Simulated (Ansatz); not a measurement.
AlP: single-point calculation

AlP (2 atoms in the cell), computed with DFT r2SCAN, scalar-relativistic, plane waves, PAW, no spin polarisation (Ansatz 0.2.0).

The structure derives from an entry of the Crystallography Open Database. It belongs to a series of runs on one base structure; here: band edges and mean potential of the bulk. Figures and captions count atoms from 1; the log counts them from 0 in places.

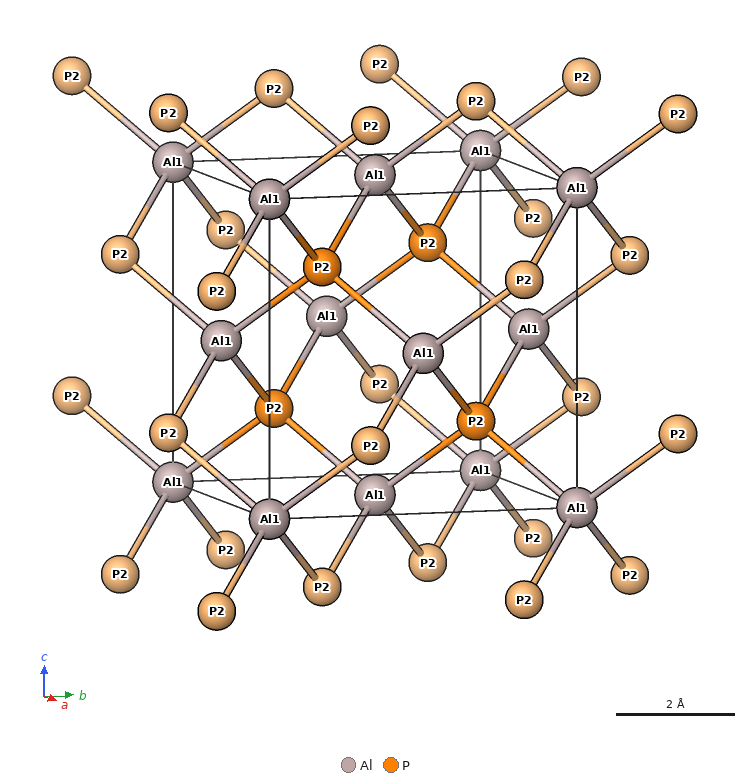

Figure 1. The structure (ball-and-stick view of the cell 4 times as large as that of the calculation, set on its symmetry axes, seen slightly off an axis; neighbours outside the cell are drawn fainter; atoms are numbered from 1 in the order of the input). An atom can appear more than once, as a periodic image. Near neighbours in the periodic cell (some may lie outside the picture): Al has 4 P at 2.37 Å; P has 4 Al at 2.37 Å.

## Summary

```json
{"quantity": "outcome", "value": "converged"}
{"quantity": "space group (tolerance 0.01 Å)", "value": "F-43m (216)"}
{"quantity": "electrons treated", "value": "8"}
{"quantity": "free energy", "value": "−1301.0662 eV"}
{"quantity": "Fermi energy", "value": "5.751 eV"}
{"quantity": "gap on the k-point mesh", "value": "1.93 eV"}
{"quantity": "gap on the band path", "value": "1.93 eV"}
{"quantity": "pressure", "value": "0.01 GPa"}
{"quantity": "largest force (length of the vector)", "value": "under 0.001 eV/Å"}
{"quantity": "hardware", "value": "4 threads of Intel Xeon (Granite Rapids), 192 GiB of memory available, shared host"}
{"quantity": "wall time", "value": "1.3 s (CPU time 3.9 s)"}
{"quantity": "peak memory", "value": "0.46 GiB"}
```

## Input file
```yaml
crystal:
  lattice:
    - [0.0, 2.7392606366, 2.7392606366]
    - [2.7392606366, 0.0, 2.7392606366]
    - [2.7392606366, 2.7392606366, 0.0]
  atoms:
    - { symbol: Al, position: [0.0, 0.0, 0.0] }
    - { symbol: P, position: [0.75, 0.75, 0.75] }
basis:
  ecutwfc: 500
kpoints:
  mp_grid: { grid: [8, 8, 8] }
  band_path: { path: [VBM, CBM], npoints: 2 }
hamiltonian:
  xc: r2scan
scf:
  occupations: { method: gaussian, width: 0.02 }
output:
  forces: true
  stress: true
  eigenvalues: true
```

Launched with:
```bash
ansatz run input.yaml --threads 4 --pin off --max-ram 10240MiB --backend cpu --events-out ev --progress --plain --runs-dir out
```

## Output
```
Engine: ansatz 0.2.0, x86_64-unknown-linux-gnu
Pseudopotentials: kind: paw
Pseudopotential: Al, paw, valence charge 3, recommended cutoff 500 eV (meta_gga), Al.paw.azcp
Pseudopotential: P, paw, valence charge 5, recommended cutoff 500 eV (meta_gga), P.paw.azcp
Functional definition: r2SCAN
  parameter k0 = 0.174
  parameter k1 = 0.065
  parameter a1 = 4.9479
  exchange = r2scan_x(k0 = k0, k1 = k1, a1 = a1)
  correlation = r2scan_c
Crystal: 2 atoms, lattice volume = 41.108 Å³
Basis set: ecut = 500 eV, 1037 PW (Γ), exchange–correlation on 120×120×120 points (64 copies of the dense FFT grid, shifted against one another)
Bands: 8, of which v1, the nominal top of the filled ones, is band 4 counted from 1 (3 counted from 0)
Symmetry: 24 space group operations
Space group: F-43m (ITA 216), of the structure as read, at distance tolerance 3.5e-5 Å
k-points: 29 of 512 (time reversal used)
Non-local potential: Al, projectors of the file, l = 0: 2, l = 1: 2, l = 2: 1
Non-local potential: P, projectors of the file, l = 0: 2, l = 1: 2, l = 2: 2
PAW form: soft (Blöchl's): semilocal exchange-correlation on the pseudo side does not see the compensation charge
PAW frozen core: Al, regenerated for the run's functional (the file was generated under x = pbe(κ = 0.804, μ = 0.2195149727645171), c = pbe(β = 0.06672455060314922))
PAW frozen core: P, regenerated for the run's functional (the file was generated under x = pbe(κ = 0.804, μ = 0.2195149727645171), c = pbe(β = 0.06672455060314922))
PAW one-centre angular grid: Al, 302 points (default); XC on 160 Gauss nodes
PAW one-centre angular grid: P, 302 points (default); XC on 160 Gauss nodes
Initial density: superposition of atomic densities (neutral atoms: chi_scale 0, normalization atom), corrected by the library's trained network
Initial wavefunctions: pseudopotential atomic-orbital guess
Functional: x = r2scan, c = r2scan; τ floored in thin density (d = 2e-4 eV/Å³)
SCF iter   1: F=—  HF=-1301.035959 eV  |F-HF|=—  |Δ(HF+E_count)|=         —  Δρ=2.85e-3  dr2=3.03e-3  dr2_τ=1.28e-2  ethr=1.77e-3  ⟨swp⟩=6.4  Hψ=2266  notcnv=0
preconditioner: auto → none  [insulator: Δε(μ)=1.872 eV  Ē_g=10.590 eV  σ=0.020 eV  W_gap=1.00  n_scr=8 (ndim 8)  ℏωp=16.4 eV  f_vac=0.000  D(μ)=0.00/eV (n_scr^D=0)  ε∞_Penn≈3.4]
SCF iter   2: F=—  HF=-1301.066170 eV  |F-HF|=—  |Δ(HF+E_count)|=   3.02e-2  Δρ=1.91e-3  dr2=1.29e-3  dr2_τ=1.83e-5  ethr=3.79e-5  ⟨swp⟩=3.2  Hψ=817  notcnv=0
SCF iter   3: F=—  HF=-1301.066296 eV  |F-HF|=—  |Δ(HF+E_count)|=   1.25e-4  Δρ=8.05e-4  dr2=4.93e-4  dr2_τ=7.05e-6  ethr=1.61e-5  ⟨swp⟩=2.1  Hψ=462  notcnv=0
SCF iter   4: F=—  HF=-1301.066186 eV  |F-HF|=—  |Δ(HF+E_count)|=   1.10e-4  Δρ=1.66e-4  dr2=1.82e-5  dr2_τ=2.11e-7  ethr=6.16e-6  ⟨swp⟩=2.5  Hψ=353  notcnv=0
SCF iter   5: F=—  HF=-1301.066190 eV  |F-HF|=—  |Δ(HF+E_count)|=   3.78e-6  Δρ=3.84e-5  dr2=5.26e-7  dr2_τ=1.23e-8  ethr=2.28e-7  ⟨swp⟩=2.0  Hψ=347  notcnv=0
SCF iter   6: F=-1301.066190 eV  HF=-1301.066190 eV  |F-HF|=1.80e-9  |Δ(HF+E_count)|=   1.79e-7  Δρ=2.88e-6  dr2=2.81e-9  dr2_τ=8.11e-11  ethr=1.25e-9  ⟨swp⟩=7.0  Hψ=1445  notcnv=0
SCF 1 converged in 6 iterations: F = -1301.066190 eV  dr2 = 2.81e-9
  greatest PAW one-centre occupation: 0.776 electrons in one spin orbital (limit 2), on the P atom at site 1 (counted from 0), in its partial waves of l = 0
NSCF: frozen V_eff on 16 k-points
NSCF: frozen V_eff on 16 k-points
NSCF: frozen V_eff on 16 k-points
NSCF: frozen V_eff on 5 k-points
NSCF: frozen V_eff on 5 k-points
NSCF: frozen V_eff on 11 k-points
NSCF: frozen V_eff on 9 k-points
NSCF: frozen V_eff on 5 k-points
NSCF: frozen V_eff on 11 k-points
NSCF: frozen V_eff on 4 k-points
NSCF: frozen V_eff on 6 k-points
NSCF: frozen V_eff on 4 k-points
NSCF: frozen V_eff on 6 k-points
NSCF: frozen V_eff on 4 k-points
NSCF: frozen V_eff on 6 k-points
NSCF: frozen V_eff on 4 k-points
NSCF: frozen V_eff on 4 k-points
NSCF: frozen V_eff on 2 k-points
NSCF: frozen V_eff on 3 k-points
SCF converged after 6 iterations
Free energy (F): -1301.066190 eV
Harris-Foulkes:  -1301.066190 eV  (|F-HF|=1.80e-9)
Internal energy: -1301.066190 eV  (E = F + TS)
E sigma→0 (E₀):  -1301.066190 eV
Fermi energy:    5.751115 eV
--- Per-component energies (eV) ---
  E_band       = 1.707525
  E_kinetic    = 93.924752
  E_local      = -82.321761  (includes V_loc(G=0)·N_el)
  E_nonlocal   = 43.310222
  E_hartree    = 25.365916
  E_xc         = -95.644818
  E_vxc        = -96.655135  (∫ρ·V_xc dr)
  E_paw        = -1049.069587  (= ΣΔE_a)
  E_vpaw       = -11.358216  (= ΣTr[D̂ρ^β])
  E_aug_tail   = -0.000000  (compensation charges beyond the density's cutoff)
  E_vtau       = 4.076124  (kinetic-family band-sum trace: ∫τ·v_τ [+ j·A + Jᵃ·Aᵃ] dr)
  E_ewald      = -236.479963
  E_core_change = -0.150950  (= ΣΔE_core)
  E_smearing   = -0.000000  (= −TS)
  E_closure    = 0.000000  (closes the sum)
  Σ components = -1301.066190   (vs F -1301.066190, Δ=0.00e0)
--- Forces (eV/Å), atoms counted from 1 ---
  atom   1  Al    -0.00000000     0.00000000     0.00000000
  atom   2  P      0.00000000     0.00000000    -0.00000000
  max |Σ_I F_I| component: 3.70e-17 eV/Å
--- Stress (GPa, compression-positive) ---
        0.006787       0.000000       0.000000
       -0.000000       0.006787       0.000000
        0.000000       0.000000       0.006787
  P = ⅓ Tr σ = 0.0068 GPa (0.068 kbar)
--- Band table (eV; the first three rows and the last of 29) ---
  k-point 0: bands = ["-7.1474", "4.7878", "4.7878", "4.7878", "8.6959", "9.7345", "9.7345", "9.7345"]
  k-point 1: bands = ["-6.9696", "3.5765", "4.6364", "4.6364", "9.0171", "10.0288", "10.0288", "10.3619"]
  k-point 2: bands = ["-6.4702", "1.5786", "4.3330", "4.3330", "8.5911", "10.3438", "10.3438", "12.3190"]
  k-point 28: bands = ["-4.7005", "-0.2026", "1.5457", "1.9358", "9.4881", "11.2226", "11.3717", "11.7076"]
```

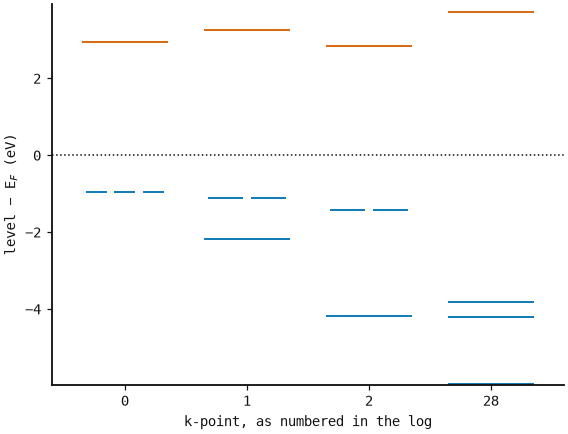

Figure 2. Kohn–Sham levels near the Fermi level (dotted) at the few k-points that the log prints; levels within 0.02 eV of each other stand side by side. Among these points the highest filled and lowest empty levels are 3.80 eV apart; the gap on the full mesh, 1.93 eV, has an edge at a point that isn't printed.
